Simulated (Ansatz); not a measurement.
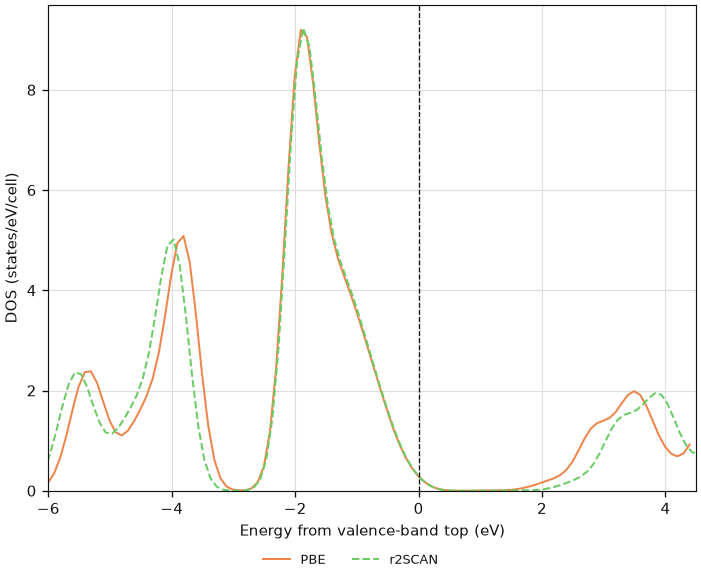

Total densities of states of CuI, space group Imm2, 2 atoms in the primitive cell, relaxed with r2SCAN, then under −0.92 % shear xy strain (a = 4.26 Å, b = 4.26 Å, c = 4.24 Å, α = 60.15°, β = 60.15°, γ = 60.30°), by two methods on the same cell. The DOS curves are built from the levels of the k mesh with Gaussians 0.55 eV wide, which also blur the band edges; ripples of that width can come from the mesh. Each is counted from its own valence-band top.

Q: What changes from one method to the other?

A: PBE gives a gap of 1.17 eV and r2SCAN gives a gap of 1.66 eV.

Settings. PBE: Ansatz PAW set, no spin polarisation, no spin-orbit coupling, 8×8×8 k mesh, 420 eV cutoff, Fermi-Dirac smearing of 0.02 eV (Ansatz 0.2.0). r2SCAN: Ansatz PAW set, no spin polarisation, no spin-orbit coupling, 8×8×8 k mesh, 500 eV cutoff, fixed occupations (Ansatz 0.2.0).

Gaps are the smallest over all k points computed. Spin-orbit coupling is left out, which matters for I. LDA, GGA and most meta-GGA functionals understate gaps. The usual form of CuI is zincblende. r2SCAN: the PAW data sets were made with another functional.
